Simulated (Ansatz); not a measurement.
Single-point calculation, with input and output: CuO (part 1 of 2)

System: CuO (C2/c, 4 atoms in the cell).
Method: DFT PBE+U, scalar-relativistic, plane waves, PAW, Ueff = 4 eV on Cu d, spin-polarised (Ansatz 0.2.0).

The structure derives from an entry of the Crystallography Open Database. Figures and captions count atoms from 1; the log counts them from 0 in places.

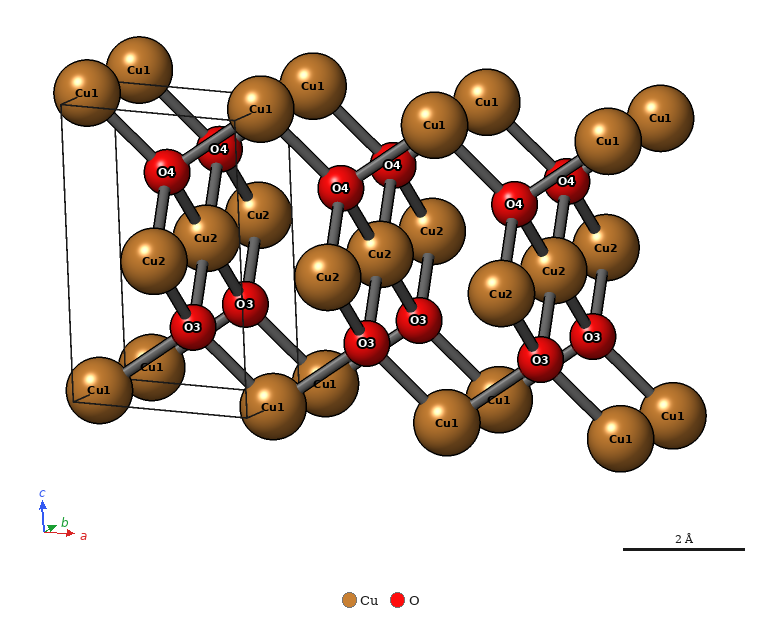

Figure 1. The structure (ball-and-stick view of the cell of the calculation, repeated 3 × 2 × 1, seen slightly off an axis; atoms are numbered from 1 in the order of the input).

## Key numbers

| quantity | value |
| --- | --- |
| outcome | converged |
| space group (tolerance 0.01 Å) | C2/c (15) |
| electrons treated | 50 |
| free energy | −14380.6964 eV |
| Fermi energy | 11.886 eV |
| gap on the k-point mesh | none (metallic) |
| net moment of the cell | 1.87 μB |
| integrated absolute moment | 1.91 μB |
| pressure | 8.37 GPa |
| largest force (length of the vector) | 0.081 eV/Å |
| hardware | 8 threads of Arm Neoverse V2, 24 GiB of memory available, shared host |
| wall time | 6 s (CPU time 42 s) |
| peak memory | 0.5 GiB |

## Remarks

Warnings of the run: the state was not tested for a lower one. The cell is under a pressure of 8.4 GPa at this level, so it is not at its equilibrium volume.

## Input file
```yaml
crystal:
  lattice:
    - [2.34185, -1.7113, 0.0]
    - [2.34185, 1.7113, 0.0]
    - [-0.8500274268, 0.0, 5.0578693947]
  atoms:
    - { symbol: Cu, position: [0.0, 0.5, 0.0], spin: 1.0 }
    - { symbol: Cu, position: [0.5, 0.0, 0.5], spin: 1.0 }
    - { symbol: O, position: [0.5816, 0.4184, 0.25] }
    - { symbol: O, position: [0.4184, 0.5816, 0.75] }
basis:
  ecutwfc: 420
  ecutrho_ratio: 4
kpoints:
  mp_grid: { grid: [5, 5, 3] }
hamiltonian:
  xc: pbe
  hubbard: { sites: [{ species: Cu, l: d, u_eff: 4.0 }] }
scf:
  occupations: { method: gaussian, width: 0.05 }
output:
  forces: true
  stress: true
  eigenvalues: true
  populations: true
  hubbard: { sites: [{ species: Cu, l: d }] }
magnetization:
  spin_polarized: true
```

Command:
```bash
ansatz run input.yaml --threads 8 --pin off --max-ram 22528MiB --backend cpu --events-out ev --progress --plain --runs-dir out
```

## Output
```
Cu: projections on atomic orbitals take those of the free atom [Ne] 3s2 3p6 3d10 4s1, of charge +0.00 (hamiltonian.pseudopotentials.projection_atoms); the dataset's partial waves leave at most 2.0e-6 of an orbital's norm unspanned inside its sphere
O: projections on atomic orbitals take those of the free atom [He] 2s2 2p4, of charge +0.00 (hamiltonian.pseudopotentials.projection_atoms); the dataset's partial waves leave at most 1.9e-8 of an orbital's norm unspanned inside its sphere
Engine: ansatz 0.2.0, aarch64-unknown-linux-gnu
Pseudopotentials: kind: paw
Pseudopotential: Cu, paw, valence charge 19, recommended cutoff 420 eV (normal), Cu.paw.azcp
Pseudopotential: O, paw, valence charge 6, recommended cutoff 420 eV (normal), O.paw.azcp
Functional definition: PBE
  parameter kappa = 0.804
  parameter beta = 0.06672455060314922
  exchange = pbe_x(kappa = kappa, mu = beta*pi^2/3)
  correlation = pbe_c(beta = beta)
Crystal: 4 atoms, lattice volume = 40.540 Å³
Basis set: ecut = 420 eV, 787 PW (Γ), exchange–correlation on 40×40×72 points (8 copies of the dense FFT grid, shifted against one another)
Bands: 32, of which v1, the nominal top of the filled ones, is band 25 counted from 1 (24 counted from 0)
Symmetry: 4 space group operations
Space group: C2/c (ITA 15), of the structure as read, at distance tolerance 3.4e-5 Å
Magnetic group: BNS 15.85 (UNI 92), of the structure as read, at distance tolerance 3.4e-5 Å
k-points: 24 of 75
Non-local potential: Cu, projectors of the file, l = 0: 3, l = 1: 2, l = 2: 3, l = 3: 1
Non-local potential: O, projectors of the file, l = 0: 2, l = 1: 2, l = 2: 1
PAW form: soft (Blöchl's): semilocal exchange-correlation on the pseudo side does not see the compensation charge
PAW one-centre angular grid: Cu, 590 points (default); XC on 64 Gauss nodes
PAW one-centre angular grid: O, 110 points (default); XC on 64 Gauss nodes
Initial density: superposition of atomic densities (chi_scale 0.1, normalization cell, long waves kept (reshape's long-wave potential 0.00 eV rms))
Starting moments: Σ|m| = 2 μB on 2 of 4 sites
Initial wavefunctions: pseudopotential atomic-orbital guess
Functional: x = pbe(κ = 0.804, μ = 0.2195149727645171), c = pbe(β = 0.06672455060314922)
iter 1 solved again at ethr=2.13e-3 eV; its pass at ethr=3.10e-3 eV (dr2=1.06e0 eV) is discarded
SCF iter   1: F=—  HF=-14379.932730 eV  |F-HF|=—  |Δ(HF+E_count)|=         —  Δρ=1.09e-1 (↑7.28e-2 ↓1.09e-1)  dr2=1.07e0  dr2_m=2.77e0  M=0.495 μB ∫|m|=0.539 μB  β_m=0.30  ethr=2.13e-3  ⟨swp⟩=1.1  Hψ=7368  notcnv=0
preconditioner: auto → Kerker (q_TF=auto, 2.825 Å⁻¹)  [metal: Δε(μ)=0.036 eV  Ē_g=14.276 eV  σ=0.050 eV  W_gap=0.38  n_scr=20 (ndim 8)  ℏωp=34.0 eV  f_vac=0.000  D(μ)=1.58/eV (n_scr^D=12)]
spin=Collinear: Kerker preconditioning applied to the charge; magnetization (m = ρ↑ − ρ↓) channel mixes plain (no charge-response kernel on spin).
SCF iter   2: F=—  HF=-14380.100271 eV  |F-HF|=—  |Δ(HF+E_count)|=   1.68e-1  Δρ=6.51e-2 (↑6.51e-2 ↓5.53e-2)  dr2=1.35e-1  dr2_m=1.21e0  M=0.581 μB ∫|m|=0.621 μB  β_m=0.30  ethr=2.13e-3  ⟨swp⟩=2.4  Hψ=2317  notcnv=0
SCF iter   3: F=—  HF=-14380.328820 eV  |F-HF|=—  |Δ(HF+E_count)|=   2.29e-1  Δρ=4.71e-2 (↑4.71e-2 ↓3.87e-2)  dr2=8.44e-2  dr2_m=6.07e-1  M=0.590 μB ∫|m|=0.627 μB  β_m=0.30  ethr=2.71e-4  ⟨swp⟩=2.5  Hψ=2735  notcnv=0  defer=84
SCF iter   4: F=—  HF=-14380.522723 eV  |F-HF|=—  |Δ(HF+E_count)|=   1.94e-1  Δρ=3.05e-2 (↑3.05e-2 ↓2.51e-2)  dr2=1.67e-2  dr2_m=2.84e-1  M=0.617 μB ∫|m|=0.650 μB  β_m=0.30  ethr=1.69e-4  ⟨swp⟩=2.4  Hψ=2707  notcnv=0  defer=84
SCF iter   5: F=—  HF=-14380.567489 eV  |F-HF|=—  |Δ(HF+E_count)|=   4.48e-2  Δρ=2.26e-2 (↑2.26e-2 ↓1.61e-2)  dr2=1.82e-2  dr2_m=1.38e-1  M=0.631 μB ∫|m|=0.661 μB  β_m=0.30  ethr=3.34e-5  ⟨swp⟩=2.0  Hψ=2208  notcnv=0  defer=86
SCF iter   6: F=—  HF=-14380.587011 eV  |F-HF|=—  |Δ(HF+E_count)|=   1.95e-2  Δρ=1.65e-2 (↑1.27e-2 ↓1.65e-2)  dr2=5.75e-3  dr2_m=7.80e-2  M=0.622 μB ∫|m|=0.650 μB  β_m=0.30  ethr=3.34e-5  ⟨swp⟩=2.2  Hψ=2446  notcnv=0  defer=86
SCF iter   7: F=—  HF=-14380.601600 eV  |F-HF|=—  |Δ(HF+E_count)|=   1.46e-2  Δρ=1.17e-2 (↑8.64e-3 ↓1.17e-2)  dr2=2.37e-3  dr2_m=3.84e-2  M=0.630 μB ∫|m|=0.657 μB  β_m=0.30  ethr=1.15e-5  ⟨swp⟩=2.0  Hψ=2589  notcnv=0  defer=88
SCF iter   8: F=—  HF=-14380.608490 eV  |F-HF|=—  |Δ(HF+E_count)|=   6.89e-3  Δρ=7.80e-3 (↑6.12e-3 ↓7.80e-3)  dr2=6.36e-4  dr2_m=1.80e-2  M=0.640 μB ∫|m|=0.666 μB  β_m=1.00  ethr=4.75e-6  ⟨swp⟩=1.0  Hψ=1448  notcnv=0  defer=88
SCF iter   9: F=—  HF=-14380.611154 eV  |F-HF|=—  |Δ(HF+E_count)|=   2.66e-3  Δρ=1.68e-3 (↑1.40e-3 ↓1.68e-3)  dr2=2.29e-3  dr2_m=9.34e-5  M=0.648 μB ∫|m|=0.676 μB  β_m=1.00  ethr=1.27e-6  ⟨swp⟩=2.0  Hψ=2681  notcnv=0  defer=88
SCF iter  10: F=—  HF=-14380.613593 eV  |F-HF|=—  |Δ(HF+E_count)|=   2.44e-3  Δρ=6.36e-4 (↑4.37e-4 ↓6.36e-4)  dr2=2.65e-5  dr2_m=9.91e-5  M=0.658 μB ∫|m|=0.686 μB  β_m=1.00  ethr=1.27e-6  ⟨swp⟩=2.3  Hψ=2374  notcnv=0  defer=88
SCF iter  11: F=—  HF=-14380.615417 eV  |F-HF|=—  |Δ(HF+E_count)|=   1.82e-3  Δρ=5.84e-4 (↑2.69e-4 ↓5.84e-4)  dr2=1.28e-4  dr2_m=3.51e-5  M=0.665 μB ∫|m|=0.692 μB  β_m=1.00  ethr=5.30e-8  ⟨swp⟩=2.0  Hψ=2657  notcnv=0  defer=88
SCF iter  12: F=—  HF=-14380.616381 eV  |F-HF|=—  |Δ(HF+E_count)|=   9.65e-4  Δρ=2.01e-4 (↑2.01e-4 ↓2.01e-4)  dr2=1.07e-5  dr2_m=1.15e-5  M=0.669 μB ∫|m|=0.695 μB  β_m=1.00  ethr=5.30e-8  ⟨swp⟩=2.0  Hψ=2673  notcnv=0  defer=88
SCF iter  13: F=—  HF=-14380.616945 eV  |F-HF|=—  |Δ(HF+E_count)|=   5.64e-4  Δρ=5.90e-4 (↑2.22e-4 ↓5.90e-4)  dr2=1.10e-4  dr2_m=3.88e-5  M=0.675 μB ∫|m|=0.701 μB  β_m=1.00  ethr=2.14e-8  ⟨swp⟩=2.0  Hψ=2670  notcnv=0  defer=88
SCF iter  14: F=—  HF=-14380.617315 eV  |F-HF|=—  |Δ(HF+E_count)|=   3.70e-4  Δρ=6.29e-4 (↑2.67e-4 ↓6.29e-4)  dr2=1.70e-4  dr2_m=3.39e-5  M=0.681 μB ∫|m|=0.706 μB  β_m=1.00  ethr=2.14e-8  ⟨swp⟩=2.0  Hψ=2648  notcnv=0  defer=88
SCF iter  15: F=—  HF=-14380.617527 eV  |F-HF|=—  |Δ(HF+E_count)|=   2.12e-4  Δρ=3.04e-4 (↑1.86e-4 ↓3.04e-4)  dr2=1.03e-5  dr2_m=2.02e-5  M=0.686 μB ∫|m|=0.711 μB  β_m=0.30  ethr=2.14e-8  ⟨swp⟩=2.0  Hψ=2625  notcnv=0  defer=88
Mixer restart at iter 15: flushing history
spin-set hold released at iteration 15 (site moments' squared step at or under half its running peak, from the soft ceiling on): the magnetisation degrees of freedom join the quasi-Newton model from the next iteration; the mixer history was flushed
SCF iter  16: F=—  HF=-14380.617710 eV  |F-HF|=—  |Δ(HF+E_count)|=   1.83e-4  Δρ=5.68e-4 (↑3.83e-4 ↓5.68e-4)  dr2=2.68e-5  dr2_m=7.95e-5  M=0.692 μB ∫|m|=0.717 μB  β_m=0.65  ethr=2.07e-8  ⟨swp⟩=2.1  Hψ=2083  notcnv=0  defer=88
SCF iter  17: F=—  HF=-14380.617887 eV  |F-HF|=—  |Δ(HF+E_count)|=   1.77e-4  Δρ=9.05e-4 (↑6.35e-4 ↓9.05e-4)  dr2=6.17e-5  dr2_m=2.10e-4  M=0.699 μB ∫|m|=0.724 μB  β_m=0.40  ethr=2.07e-8  ⟨swp⟩=2.1  Hψ=2077  notcnv=0  defer=88
SCF iter  18: F=—  HF=-14380.618052 eV  |F-HF|=—  |Δ(HF+E_count)|=   1.65e-4  Δρ=1.03e-3 (↑6.37e-4 ↓1.03e-3)  dr2=1.10e-4  dr2_m=2.38e-4  M=0.709 μB ∫|m|=0.734 μB  β_m=0.22  ethr=2.07e-8  ⟨swp⟩=2.0  Hψ=2457  notcnv=0  defer=88
SCF iter  19: F=—  HF=-14380.618298 eV  |F-HF|=—  |Δ(HF+E_count)|=   2.46e-4  Δρ=1.09e-3 (↑9.49e-4 ↓1.09e-3)  dr2=3.19e-5  dr2_m=3.81e-4  M=0.724 μB ∫|m|=0.748 μB  β_m=0.13  ethr=2.07e-8  ⟨swp⟩=2.0  Hψ=2654  notcnv=0  defer=88
SCF iter  20: F=—  HF=-14380.618485 eV  |F-HF|=—  |Δ(HF+E_count)|=   1.87e-4  Δρ=8.17e-4 (↑7.70e-4 ↓8.17e-4)  dr2=5.09e-6  dr2_m=2.32e-4  M=0.738 μB ∫|m|=0.763 μB  β_m=0.19  ethr=2.07e-8  ⟨swp⟩=2.0  Hψ=2685  notcnv=0  defer=88
SCF iter  21: F=—  HF=-14380.618073 eV  |F-HF|=—  |Δ(HF+E_count)|=   4.12e-4  Δρ=1.11e-3 (↑8.72e-4 ↓1.11e-3)  dr2=4.35e-5  dr2_m=3.59e-4  M=0.709 μB ∫|m|=0.733 μB  β_m=0.23  ethr=1.02e-8  ⟨swp⟩=2.7  Hψ=2825  notcnv=0  defer=88
SCF iter  22: F=—  HF=-14380.617518 eV  |F-HF|=—  |Δ(HF+E_count)|=   5.55e-4  Δρ=7.99e-4 (↑6.41e-4 ↓7.99e-4)  dr2=2.04e-5  dr2_m=1.89e-4  M=0.680 μB ∫|m|=0.704 μB  β_m=0.02  ethr=1.02e-8  ⟨swp⟩=2.4  Hψ=2771  notcnv=0  defer=88
SCF iter  23: F=—  HF=-14380.617916 eV  |F-HF|=—  |Δ(HF+E_count)|=   3.98e-4  Δρ=1.32e-3 (↑7.86e-4 ↓1.32e-3)  dr2=1.05e-4  dr2_m=4.00e-4  M=0.699 μB ∫|m|=0.723 μB  β_m=0.05  ethr=1.02e-8  ⟨swp⟩=2.4  Hψ=2781  notcnv=0  defer=88
SCF iter  24: F=—  HF=-14380.618830 eV  |F-HF|=—  |Δ(HF+E_count)|=   9.14e-4  Δρ=1.81e-3 (↑1.39e-3 ↓1.81e-3)  dr2=1.52e-4  dr2_m=9.24e-4  M=0.755 μB ∫|m|=0.779 μB  β_m=0.06  ethr=1.02e-8  ⟨swp⟩=3.1  Hψ=3104  notcnv=0  defer=88
SCF iter  25: F=—  HF=-14380.622093 eV  |F-HF|=—  |Δ(HF+E_count)|=   3.26e-3  Δρ=3.73e-3 (↑2.81e-3 ↓3.73e-3)  dr2=1.05e-3  dr2_m=3.73e-3  M=0.886 μB ∫|m|=0.911 μB  β_m=0.07  ethr=1.02e-8  ⟨swp⟩=3.0  Hψ=3507  notcnv=0  defer=88  recentre
SCF iter  26: F=—  HF=-14380.618996 eV  |F-HF|=—  |Δ(HF+E_count)|=   3.10e-3  Δρ=1.95e-3 (↑1.60e-3 ↓1.95e-3)  dr2=1.65e-4  dr2_m=1.13e-3  M=0.764 μB ∫|m|=0.788 μB  β_m=0.02  ethr=1.02e-8  ⟨swp⟩=3.0  Hψ=3539  notcnv=0  defer=88
SCF iter  27: F=—  HF=-14380.618205 eV  |F-HF|=—  |Δ(HF+E_count)|=   7.91e-4  Δρ=1.27e-3 (↑1.15e-3 ↓1.27e-3)  dr2=1.86e-5  dr2_m=5.43e-4  M=0.717 μB ∫|m|=0.740 μB  β_m=0.05  ethr=1.02e-8  ⟨swp⟩=2.3  Hψ=2791  notcnv=0  defer=88
SCF iter  28: F=—  HF=-14380.616684 eV  |F-HF|=—  |Δ(HF+E_count)|=   1.52e-3  Δρ=1.98e-3 (↑1.60e-3 ↓1.98e-3)  dr2=1.89e-4  dr2_m=1.15e-3  M=0.655 μB ∫|m|=0.676 μB  β_m=0.01  ethr=1.02e-8  ⟨swp⟩=3.0  Hψ=3447  notcnv=0  defer=88  recentre
SCF iter  29: F=—  HF=-14380.619931 eV  |F-HF|=—  |Δ(HF+E_count)|=   3.25e-3  Δρ=2.51e-3 (↑1.94e-3 ↓2.51e-3)  dr2=3.38e-4  dr2_m=1.77e-3  M=0.808 μB ∫|m|=0.833 μB  β_m=0.00  ethr=1.02e-8  ⟨swp⟩=3.0  Hψ=3704  notcnv=0  defer=88
SCF iter  30: F=—  HF=-14380.620970 eV  |F-HF|=—  |Δ(HF+E_count)|=   1.04e-3  Δρ=2.78e-3 (↑2.06e-3 ↓2.78e-3)  dr2=4.02e-4  dr2_m=2.10e-3  M=0.849 μB ∫|m|=0.875 μB  β_m=0.00  ethr=1.02e-8  ⟨swp⟩=2.9  Hψ=3216  notcnv=0  defer=88
SCF iter  31: F=—  HF=-14380.628574 eV  |F-HF|=—  |Δ(HF+E_count)|=   7.60e-3  Δρ=5.24e-3 (↑3.84e-3 ↓5.24e-3)  dr2=3.54e-3  dr2_m=6.70e-3  M=1.037 μB ∫|m|=1.064 μB  β_m=0.00  ethr=1.02e-8  ⟨swp⟩=3.0  Hψ=3703  notcnv=0  defer=88  recentre
SCF iter  32: F=—  HF=-14380.624586 eV  |F-HF|=—  |Δ(HF+E_count)|=   3.99e-3  Δρ=4.53e-3 (↑3.37e-3 ↓4.53e-3)  dr2=1.49e-3  dr2_m=5.50e-3  M=0.949 μB ∫|m|=0.974 μB  β_m=0.01  ethr=1.02e-8  ⟨swp⟩=3.0  Hψ=3558  notcnv=0  defer=88
SCF iter  33: F=—  HF=-14380.632214 eV  |F-HF|=—  |Δ(HF+E_count)|=   7.63e-3  Δρ=4.98e-3 (↑4.20e-3 ↓4.98e-3)  dr2=5.22e-3  dr2_m=6.14e-3  M=1.119 μB ∫|m|=1.148 μB  β_m=0.01  ethr=1.02e-8  ⟨swp⟩=3.0  Hψ=3771  notcnv=0  defer=88
SCF iter  34: F=—  HF=-14380.640234 eV  |F-HF|=—  |Δ(HF+E_count)|=   8.02e-3  Δρ=9.15e-3 (↑7.48e-3 ↓9.15e-3)  dr2=2.11e-2  dr2_m=1.93e-2  M=1.368 μB ∫|m|=1.400 μB  β_m=0.00  ethr=1.02e-8  ⟨swp⟩=3.1  Hψ=3862  notcnv=0  defer=87  recentre
SCF iter  35: F=—  HF=-14380.638324 eV  |F-HF|=—  |Δ(HF+E_count)|=   1.91e-3  Δρ=7.68e-3 (↑6.38e-3 ↓7.68e-3)  dr2=1.47e-2  dr2_m=1.38e-2  M=1.317 μB ∫|m|=1.349 μB  β_m=0.00  ethr=1.02e-8  ⟨swp⟩=2.0  Hψ=2844  notcnv=0  defer=87
SCF iter  36: F=—  HF=-14380.631466 eV  |F-HF|=—  |Δ(HF+E_count)|=   6.86e-3  Δρ=3.47e-3 (↑3.47e-3 ↓3.04e-3)  dr2=2.71e-3  dr2_m=2.85e-3  M=1.121 μB ∫|m|=1.153 μB  β_m=0.00  ethr=1.02e-8  ⟨swp⟩=3.0  Hψ=3491  notcnv=0  defer=87
SCF iter  37: F=—  HF=-14380.619823 eV  |F-HF|=—  |Δ(HF+E_count)|=   1.16e-2  Δρ=2.32e-3 (↑1.94e-3 ↓2.32e-3)  dr2=3.20e-4  dr2_m=1.60e-3  M=0.804 μB ∫|m|=0.829 μB  β_m=0.00  ethr=1.02e-8  ⟨swp⟩=3.9  Hψ=4520  notcnv=0  defer=86
SCF iter  38: F=—  HF=-14380.620064 eV  |F-HF|=—  |Δ(HF+E_count)|=   2.41e-4  Δρ=2.27e-3 (↑2.03e-3 ↓2.27e-3)  dr2=3.01e-4  dr2_m=1.63e-3  M=0.814 μB ∫|m|=0.839 μB  β_m=0.00  ethr=1.02e-8  ⟨swp⟩=2.0  Hψ=2769  notcnv=0  defer=86
SCF iter  39: F=—  HF=-14380.620774 eV  |F-HF|=—  |Δ(HF+E_count)|=   7.10e-4  Δρ=2.79e-3 (↑2.15e-3 ↓2.79e-3)  dr2=4.91e-4  dr2_m=2.13e-3  M=0.844 μB ∫|m|=0.870 μB  β_m=0.00  ethr=1.02e-8  ⟨swp⟩=2.8  Hψ=2926  notcnv=0  defer=86
SCF iter  40: F=—  HF=-14380.619700 eV  |F-HF|=—  |Δ(HF+E_count)|=   1.07e-3  Δρ=2.26e-3 (↑1.83e-3 ↓2.26e-3)  dr2=3.25e-4  dr2_m=1.47e-3  M=0.798 μB ∫|m|=0.823 μB  β_m=0.00  ethr=1.02e-8  ⟨swp⟩=3.1  Hψ=3276  notcnv=0  defer=86
SCF iter  41: F=—  HF=-14380.621300 eV  |F-HF|=—  |Δ(HF+E_count)|=   1.60e-3  Δρ=2.73e-3 (↑2.21e-3 ↓2.73e-3)  dr2=1.92e-4  dr2_m=2.24e-3  M=0.860 μB ∫|m|=0.885 μB  β_m=0.00  ethr=1.02e-8  ⟨swp⟩=3.0  Hψ=3375  notcnv=0  defer=86
SCF iter  42: F=—  HF=-14380.619811 eV  |F-HF|=—  |Δ(HF+E_count)|=   1.49e-3  Δρ=1.83e-3 (↑1.45e-3 ↓1.83e-3)  dr2=1.30e-4  dr2_m=9.74e-4  M=0.806 μB ∫|m|=0.831 μB  β_m=0.01  ethr=1.02e-8  ⟨swp⟩=3.1  Hψ=3296  notcnv=0  defer=86
SCF iter  43: F=—  HF=-14380.619161 eV  |F-HF|=—  |Δ(HF+E_count)|=   6.50e-4  Δρ=1.83e-3 (↑1.42e-3 ↓1.83e-3)  dr2=2.12e-4  dr2_m=9.32e-4  M=0.774 μB ∫|m|=0.798 μB  β_m=0.00  ethr=1.02e-8  ⟨swp⟩=2.7  Hψ=2950  notcnv=0  defer=86
SCF iter  44: F=—  HF=-14380.619269 eV  |F-HF|=—  |Δ(HF+E_count)|=   1.08e-4  Δρ=1.44e-3 (↑1.02e-3 ↓1.44e-3)  dr2=1.64e-4  dr2_m=5.31e-4  M=0.787 μB ∫|m|=0.812 μB  β_m=0.01  ethr=1.02e-8  ⟨swp⟩=2.0  Hψ=2653  notcnv=0  defer=86
SCF iter  45: F=—  HF=-14380.617545 eV  |F-HF|=—  |Δ(HF+E_count)|=   1.72e-3  Δρ=9.84e-4 (↑6.41e-4 ↓9.84e-4)  dr2=7.93e-5  dr2_m=2.29e-4  M=0.682 μB ∫|m|=0.706 μB  β_m=0.03  ethr=1.02e-8  ⟨swp⟩=3.0  Hψ=3412  notcnv=0  defer=86
SCF iter  46: F=—  HF=-14380.615272 eV  |F-HF|=—  |Δ(HF+E_count)|=   2.27e-3  Δρ=2.33e-3 (↑1.67e-3 ↓2.33e-3)  dr2=3.93e-4  dr2_m=1.40e-3  M=0.615 μB ∫|m|=0.636 μB  β_m=0.02  ethr=1.02e-8  ⟨swp⟩=3.0  Hψ=3523  notcnv=0  defer=86  recentre
SCF iter  47: F=—  HF=-14380.619655 eV  |F-HF|=—  |Δ(HF+E_count)|=   4.38e-3  Δρ=2.46e-3 (↑1.73e-3 ↓2.46e-3)  dr2=4.33e-4  dr2_m=1.54e-3  M=0.796 μB ∫|m|=0.821 μB  β_m=0.02  ethr=1.02e-8  ⟨swp⟩=3.0  Hψ=3856  notcnv=0  defer=86
```
